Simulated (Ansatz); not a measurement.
System: GaP (slab).

Input

```
crystal:
  lattice:
    - [3.845565012, 0.0, 0.0]
    - [0.0, 5.438450195, 0.0]
    - [0.0, 0.0, 18.845565012]
  atoms:
    - { symbol: Ga, position: [0.5, 0.5, 0.397971618] }
    - { symbol: P, position: [0.0, 0.75, 0.397971618] }
    - { symbol: Ga, position: [0.0, 0.0, 0.5] }
    - { symbol: P, position: [0.5, 0.25, 0.5] }
    - { symbol: Ga, position: [0.5, 0.5, 0.602028382] }
    - { symbol: P, position: [0.0, 0.75, 0.602028382] }
basis:
  ecutwfc: 420
kpoints:
  mp_grid: { grid: [7, 5, 1] }
hamiltonian:
  xc: pbesol
scf:
  occupations: { method: gaussian, width: 0.05 }
output:
  forces: true
  stress: true
  eigenvalues: true
  write_density: true
  write_potential: true
  elf: true
  volumetric_format: npy
efield:
  axis: 3
  dipole_correction: true
```

Run with:

```sh
ansatz run input.yaml --threads 1 --pin off --max-ram 2560MiB --backend cpu --events-out ev --progress --plain --runs-dir out
```

Not relaxed (largest force 1.7 eV/Å).

These are results of Ansatz, DFT PBEsol, scalar-relativistic, plane waves, PAW, not measurements.

**What can the converged valence pseudo-density and electron localisation function tell about the bonding?**

Ga–P (2.35 Å): the density is about 0.53 e/Å³ at the midpoint; the ELF peaks at about 0.90 in the valence shell of P, 0.8 Å from its nucleus, and is about 0.70 at the midpoint.

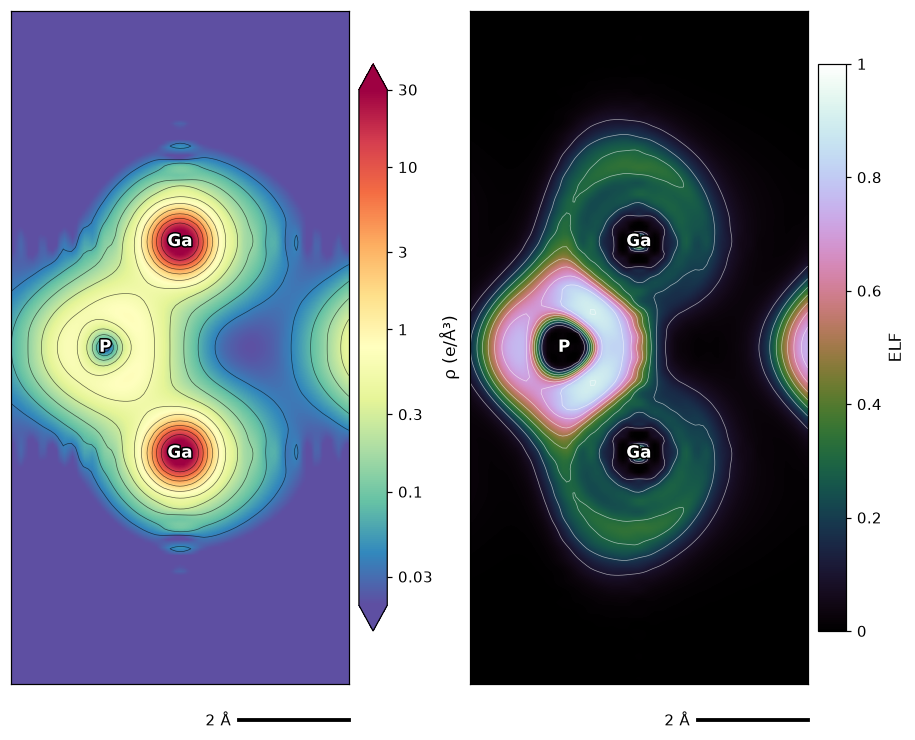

Computed valence pseudo-density and electron localisation function on the (100) plane of the calculation cell, a cut from vacuum to vacuum, in this order. 

In a PAW calculation such maps are meaningful between the atoms, not at the nuclei.
